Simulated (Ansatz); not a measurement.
SiC: single-point calculation (part 1 of 2)

- system: SiC (32 atoms in the cell)
- method: DFT HSE06, scalar-relativistic, plane waves, PAW, no spin polarisation (Ansatz 0.2.0)

The structure derives from a Materials Project entry. It belongs to a series of runs on one base structure; here: the perfect crystal in a cell of 32 atoms.

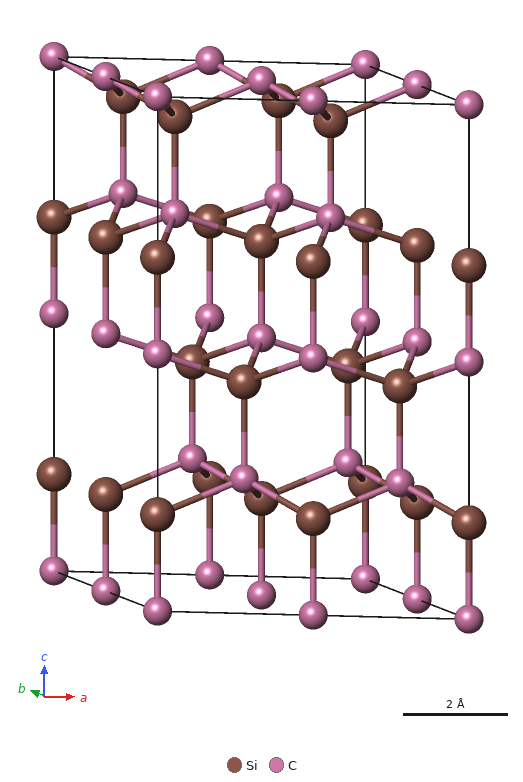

Fig. 1: The structure (ball-and-stick view of the cell of the calculation, seen slightly off an axis). Near neighbours in the crystal (not all of them lie inside the picture): Si has 4 C at 1.88 to 1.89 Å; C has 4 Si at 1.88 to 1.89 Å.

The input:
```yaml
crystal:
  lattice:
    - [3.0727758471, -5.322203899, 0.0]
    - [3.0727758571, 5.3222038932, 0.0]
    - [0.0, 0.0, 10.0568153493]
  atoms:
    - { symbol: Si, position: [0.6666666667, 0.3333333333, 0.9378422673] }
    - { symbol: Si, position: [0.1666666667, 0.3333333333, 0.9378422673] }
    - { symbol: Si, position: [0.6666666667, 0.8333333333, 0.9378422673] }
    - { symbol: Si, position: [0.1666666667, 0.8333333333, 0.9378422673] }
    - { symbol: Si, position: [0.3333333333, 0.1666666667, 0.4378422673] }
    - { symbol: Si, position: [0.8333333333, 0.1666666667, 0.4378422673] }
    - { symbol: Si, position: [0.3333333333, 0.6666666667, 0.4378422673] }
    - { symbol: Si, position: [0.8333333333, 0.6666666667, 0.4378422673] }
    - { symbol: Si, position: [0.0, 0.5, 0.6879404882] }
    - { symbol: Si, position: [0.5, 0.5, 0.6879404882] }
    - { symbol: Si, position: [0.0, 0.0, 0.6879404882] }
    - { symbol: Si, position: [0.5, 0.0, 0.6879404882] }
    - { symbol: Si, position: [0.0, 0.0, 0.1879404882] }
    - { symbol: Si, position: [0.5, 0.0, 0.1879404882] }
    - { symbol: Si, position: [0.0, 0.5, 0.1879404882] }
    - { symbol: Si, position: [0.5, 0.5, 0.1879404882] }
    - { symbol: C, position: [0.6666666667, 0.3333333333, 0.7497875246] }
    - { symbol: C, position: [0.1666666667, 0.3333333333, 0.7497875246] }
    - { symbol: C, position: [0.6666666667, 0.8333333333, 0.7497875246] }
    - { symbol: C, position: [0.1666666667, 0.8333333333, 0.7497875246] }
    - { symbol: C, position: [0.3333333333, 0.1666666667, 0.2497875246] }
    - { symbol: C, position: [0.8333333333, 0.1666666667, 0.2497875246] }
    - { symbol: C, position: [0.3333333333, 0.6666666667, 0.2497875246] }
    - { symbol: C, position: [0.8333333333, 0.6666666667, 0.2497875246] }
    - { symbol: C, position: [0.5, 0.0, 0.5004287199] }
    - { symbol: C, position: [1.0, 0.0, 0.5004287199] }
    - { symbol: C, position: [0.5, 0.5, 0.5004287199] }
    - { symbol: C, position: [0.0, 0.5, 0.5004287199] }
    - { symbol: C, position: [0.5, 0.5, 0.0004287199] }
    - { symbol: C, position: [0.0, 0.5, 0.0004287199] }
    - { symbol: C, position: [0.5, 0.0, 0.0004287199] }
    - { symbol: C, position: [0.0, 0.0, 0.0004287199] }
basis:
  ecutwfc: 420
  xc_grid: 2
kpoints:
  mp_grid: { grid: [2, 2, 2], shift: [0.0, 0.0, 0.0] }
hamiltonian:
  xc: hse06
scf:
  occupations: { method: gaussian, width: 0.01 }
output:
  forces: true
  stress: true
  eigenvalues: true
  write_density: true
  write_potential: true
  elf: true
  volumetric_format: npy
```

Run as:
```bash
ansatz run input.yaml --threads 8 --pin off --max-ram 20480MiB --backend cpu --events-out ev --progress --plain --runs-dir out
```

Output:
```
Warning: output.stress: scf.convergence.dr2_threshold = 1e-7 eV (the SCF's general default) is looser than the 1.6e-9 eV advised for a printed stress (1e-10 eV for each atom of the cell: 32, of which 16 are counted). What an SCF threshold leaves in a stress goes as its square root, and in the free energy as the threshold itself, and one threshold admits the most on a small cell: of the crystals measured, under no hybrid functional and no lock of the moments, on runs that ended without the residual-converged pass, on stresses that held no estimate of that error, the worst erred by over 100 MPa in a component at 1e-7 eV an atom and by under 5 at 1e-10. Set scf.convergence.dr2_threshold to 1.6e-9 eV or tighter. The threshold is an SCF's pass mark: one that does not reach it within its budget of iterations ends unconverged, or closes short of it on a stop that the run arms, and scf.convergence.dr2_threshold's page says what that costs each kind of run
Warning: output.stress: scf.exx.energy_threshold = 1e-6 eV is looser than the 1.6e-7 eV advised for a stress under a hybrid functional (1e-8 eV for each atom of the cell: 32, of which 16 are counted). Every SCF of the exchange loop can meet its threshold on dr2 while the loop round them stops early: no threshold on dr2 bounds what that leaves in the stress. Set scf.exx.energy_threshold to 1.6e-7 eV or tighter. The threshold is the loop's pass mark: a loop that does not reach it within its budget of cycles ends unconverged, and scf.exx.energy_threshold's page has the law
Engine: ansatz 0.2.0, x86_64-unknown-linux-gnu
Pseudopotentials: kind: paw
Pseudopotential: Si, paw, valence charge 4, recommended cutoff 420 eV (normal), Si.paw.azcp
Pseudopotential: C, paw, valence charge 4, recommended cutoff 420 eV (normal), C.paw.azcp
Functional definition: HSE06
  parameter a = 0.25
  parameter omega = 0.11/bohr
  exchange = pbe_x - a*pbe_x_sr(omega) + a*exact_x_sr(omega)
  correlation = pbe_c
Crystal: 32 atoms, lattice volume = 328.937 Å³
Basis set: ecut = 420 eV, 6435 PW (Γ), exchange–correlation on 90×90×144 points (8 copies of the dense FFT grid, shifted against one another)
Bands: 96, of which v1, the nominal top of the filled ones, is band 64 counted from 1 (63 counted from 0)
Symmetry: 48 space group operations
Space group: P63mc (ITA 186), of the structure as read, at distance tolerance 6.9e-5 Å
k-points: 4 of 8
Non-local potential: Si, projectors of the file, l = 0: 2, l = 1: 2, l = 2: 2
Non-local potential: C, projectors of the file, l = 0: 2, l = 1: 2, l = 2: 1
PAW form: soft (Blöchl's): semilocal exchange-correlation on the pseudo side does not see the compensation charge
PAW frozen core: Si, regenerated for the run's functional, and the local potential with it (the file was generated under x = pbe(κ = 0.804, μ = 0.2195149727645171), c = pbe(β = 0.06672455060314922))
PAW frozen core: C, regenerated for the run's functional, and the local potential with it (the file was generated under x = pbe(κ = 0.804, μ = 0.2195149727645171), c = pbe(β = 0.06672455060314922))
PAW one-centre angular grid: Si, 110 points (default); XC on 64 Gauss nodes
PAW one-centre angular grid: C, 110 points (default); XC on 64 Gauss nodes
Initial density: superposition of atomic densities (neutral atoms: chi_scale 0, normalization atom), corrected by the library's trained network
Initial wavefunctions: pseudopotential atomic-orbital guess
Functional: x = pbe(κ = 0.804, μ = 0.2195149727645171), c = pbe(β = 0.06672455060314922), warm-up for x = pbe(κ = 0.804, μ = 0.2195149727645171) + 0.25 (exact − pbe) at short range (hse, ω = 0.20786987370883472 Å⁻¹), c = pbe(β = 0.06672455060314922); HSE06 as pw.x's `hse` composes it (authors' and Libxc's form: `xc: wpbeh`)
SCF iter   1: F=—  HF=-14193.380212 eV  |F-HF|=—  |Δ(HF+E_count)|=         —  Δρ=2.09e-3  dr2=6.67e-3  ethr=1.77e-3  ⟨swp⟩=11.8  Hψ=2085  notcnv=0
preconditioner: auto → none  [insulator: Δε(μ)=2.204 eV  Ē_g=11.988 eV  σ=0.010 eV  W_gap=1.00  n_scr=66 (ndim 8)  ℏωp=23.2 eV  f_vac=0.000  D(μ)=0.00/eV (n_scr^D=0)]
SCF iter   2: F=—  HF=-14193.383047 eV  |F-HF|=—  |Δ(HF+E_count)|=   2.84e-3  Δρ=1.00e-3  dr2=1.29e-3  ethr=5.21e-6  ⟨swp⟩=8.0  Hψ=1351  notcnv=0  defer=9
SCF iter   3: F=-14193.383906 eV  HF=-14193.384016 eV  |F-HF|=1.09e-4  |Δ(HF+E_count)|=   9.69e-4  Δρ=1.54e-4  dr2=1.69e-4  ethr=1.01e-6  ⟨swp⟩=4.5  Hψ=859  notcnv=0  defer=5
SCF 1 stopped early in 3 iterations: F = -14193.383906 eV  dr2 = 1.69e-4
  greatest PAW one-centre occupation: 0.644 electrons in one spin orbital (limit 2), on the C atom at site 23 (counted from 0), in its partial waves of l = 0
Initial density: handed on by an earlier stage of this run
Initial wavefunctions: those handed on with the density
Functional: x = pbe(κ = 0.804, μ = 0.2195149727645171) + 0.25 (exact − pbe) at short range (hse, ω = 0.20786987370883472 Å⁻¹), c = pbe(β = 0.06672455060314922); HSE06 as pw.x's `hse` composes it (authors' and Libxc's form: `xc: wpbeh`)
Exchange kernel: α = 0.2500, screened, ω = 0.2079 Å⁻¹, Wigner–Seitz truncation, v(0) = 994.2205 eV·Å³, q-mesh 2×2×2, nearest image of the exchange supercell L = 12.29 Å, pair-density grid 30×30×48, without the augmentation charges, whose exchange is taken in its separable form by FFT convolution over the k-point mesh (sized by the pseudopotential files, 36×36×72 at the most), smooth part of the exact exchange by density-matrix convolution
Frozen-core exchange: fock
SCF iter   1: F=—  HF=-14203.737242 eV  |F-HF|=—  |Δ(HF+E_count)|=         —  Δρ=5.65e-3  dr2=6.10e-2  ethr=1.32e-6  ⟨swp⟩=10.0  Hψ=2151  notcnv=0
preconditioner: auto → none  [insulator: Δε(μ)=3.122 eV  Ē_g=13.768 eV  σ=0.010 eV  W_gap=1.00  n_scr=66 (ndim 8)  ℏωp=23.2 eV  f_vac=0.000  D(μ)=0.00/eV (n_scr^D=0)]
SCF iter   2: F=—  HF=-14203.714127 eV  |F-HF|=—  |Δ(HF+E_count)|=   2.31e-2  Δρ=2.60e-3  dr2=1.39e-2  ethr=1.32e-6  ⟨swp⟩=4.0  Hψ=1113  notcnv=0
SCF iter   3: F=—  HF=-14203.747537 eV  |F-HF|=—  |Δ(HF+E_count)|=   3.34e-2  Δρ=6.85e-4  dr2=1.84e-3  ethr=1.32e-6  ⟨swp⟩=4.8  Hψ=1290  notcnv=0
SCF iter   4: F=—  HF=-14203.747082 eV  |F-HF|=—  |Δ(HF+E_count)|=   4.55e-4  Δρ=2.57e-4  dr2=5.32e-4  ethr=1.32e-6  ⟨swp⟩=3.2  Hψ=936  notcnv=0
iter 5 solved again at ethr=8.13e-9 eV; its pass at ethr=3.19e-7 eV (dr2=1.04e-5 eV) is discarded
SCF iter   5: F=—  HF=-14203.746949 eV  |F-HF|=—  |Δ(HF+E_count)|=   1.33e-4  Δρ=5.83e-5  dr2=5.40e-5  ethr=8.13e-9  ⟨swp⟩=3.2  Hψ=1499  notcnv=0
SCF iter   6: F=—  HF=-14203.747397 eV  |F-HF|=—  |Δ(HF+E_count)|=   4.49e-4  Δρ=9.18e-5  dr2=2.74e-5  ethr=7.85e-9  ⟨swp⟩=5.0  Hψ=1252  notcnv=0
SCF iter   7: F=-14203.747389 eV  HF=-14203.747388 eV  |F-HF|=7.75e-7  |Δ(HF+E_count)|=   9.08e-6  Δρ=1.39e-5  dr2=1.37e-6  ethr=7.85e-9  ⟨swp⟩=3.0  Hψ=898  notcnv=0
SCF 2 stopped early in 7 iterations: F = -14203.747389 eV  dr2 = 1.37e-6
  Residual-converged pass: ⟨swp⟩=3.2  Hψ=896  notcnv=0  max |occ|·‖R‖ = 5.0e-6 eV (tolerance 6.7e-6 eV)  dr2=1.35e-6  dr2_onsite=9.46e-9  max |Δocc| = 0.0e0
  greatest PAW one-centre occupation: 0.645 electrons in one spin orbital (limit 2), on the C atom at site 23 (counted from 0), in its partial waves of l = 0
hybrid outer 1: dexx = +4.231e-2 eV, tail = 3.86e-5 eV
Exchange kernel: α = 0.2500, screened, ω = 0.2079 Å⁻¹, Wigner–Seitz truncation, v(0) = 994.2205 eV·Å³, q-mesh 2×2×2, nearest image of the exchange supercell L = 12.29 Å, pair-density grid 30×30×48, without the augmentation charges, whose exchange is taken in its separable form by FFT convolution over the k-point mesh (sized by the pseudopotential files, 36×36×72 at the most), smooth part of the exact exchange by density-matrix convolution
Frozen-core exchange: fock
SCF iter   1: F=—  HF=-14203.747082 eV  |F-HF|=—  |Δ(HF+E_count)|=         —  Δρ=2.04e-5  dr2=6.41e-7  ethr=1.51e-7  ⟨swp⟩=6.0  Hψ=1072  notcnv=0
preconditioner: auto → none  [insulator: Δε(μ)=3.152 eV  Ē_g=13.777 eV  σ=0.010 eV  W_gap=1.00  n_scr=66 (ndim 8)  ℏωp=23.2 eV  f_vac=0.000  D(μ)=0.00/eV (n_scr^D=0)]
SCF iter   2: F=—  HF=-14203.747083 eV  |F-HF|=—  |Δ(HF+E_count)|=   2.62e-7  Δρ=9.38e-6  dr2=1.46e-7  ethr=4.76e-10  ⟨swp⟩=4.8  Hψ=875  notcnv=0  defer=2
SCF iter   3: F=—  HF=-14203.747083 eV  |F-HF|=—  |Δ(HF+E_count)|=   4.08e-9  Δρ=3.94e-6  dr2=1.37e-8  ethr=1.03e-10  ⟨swp⟩=4.5  Hψ=845  notcnv=0
SCF iter   4: F=-14203.747083 eV  HF=-14203.747083 eV  |F-HF|=5.20e-10  |Δ(HF+E_count)|=   1.03e-8  Δρ=4.47e-7  dr2=2.51e-9  ethr=9.52e-12  ⟨swp⟩=4.0  Hψ=854  notcnv=0
SCF 3 converged in 4 iterations: F = -14203.747083 eV  dr2 = 2.51e-9
  Residual-converged pass: ⟨swp⟩=3.0  Hψ=704  notcnv=0  max |occ|·‖R‖ = 1.8e-6 eV (tolerance 1.8e-6 eV)  dr2=2.65e-9  dr2_onsite=1.48e-11  max |Δocc| = 0.0e0
```

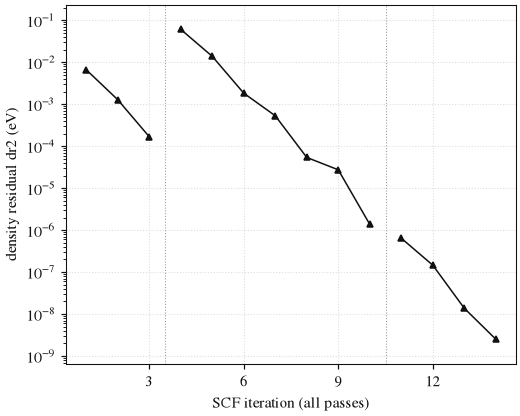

Fig. 2: Convergence of the self-consistent field: density residual dr2 against the SCF iteration. The run starts with a semilocal functional; after that each stretch between dotted lines is one SCF of the hybrid functional between two exact rebuilds of the exchange operator by the outer loop. Early passes are stopped at a loose threshold. The passes take 3, 7 and 4 iterations.

```
hybrid outer 2: dexx = +4.018e-7 eV, tail = 1.40e-8 eV, Δε = 8.38e-4 eV (about 1.71e-5 eV left of the loop's levels), ΔF = 6.08e-4 eV/Å (tail 1.38e-4)
hybrid SCF converged: 2 outer / 11 inner (+3 warm-up), last move |dexx| = 4.02e-7 eV, tail = 1.40e-8 eV
Stability not checked: this state was not tested for a lower state beside it, because the functional holds exact exchange (a hybrid, or Hartree-Fock), whose exchange loop this test does not read (fock_operator; see scf.lower_state_search)
Free energy (F): -14203.747083 eV
Frozen-core exchange: fock
Harris-Foulkes:  -14203.747083 eV  (|F-HF|=5.20e-10)
Internal energy: -14203.747083 eV  (E = F + TS)
E sigma→0 (E₀):  -14203.747083 eV
Fermi energy:    10.612264 eV
--- Per-component energies (eV) ---
  E_band       = 317.198441
  E_kinetic    = 2181.632281
  E_local      = -1657.581082  (includes V_loc(G=0)·N_el)
  E_nonlocal   = 809.058363
  E_hartree    = 519.335967
  E_xc         = -1373.216164
  E_vxc        = -1415.817286  (∫ρ·V_xc dr)
  E_exx        = -244.026743  (= α·E_x^exact, valence–valence)
  E_paw        = -9874.680079  (= ΣΔE_a)
  E_vpaw       = -150.711618  (= ΣTr[D̂ρ^β])
  E_aug_tail   = 0.000223  (compensation charges beyond the density's cutoff)
  E_ewald      = -4563.048504
  E_core_change = -1.221353  (= ΣΔE_core)
  E_smearing   = -0.000000  (= −TS)
  E_closure    = 0.000008  (closes the sum)
  Σ components = -14203.747083   (vs F -14203.747083, Δ=-1.82e-12)
```
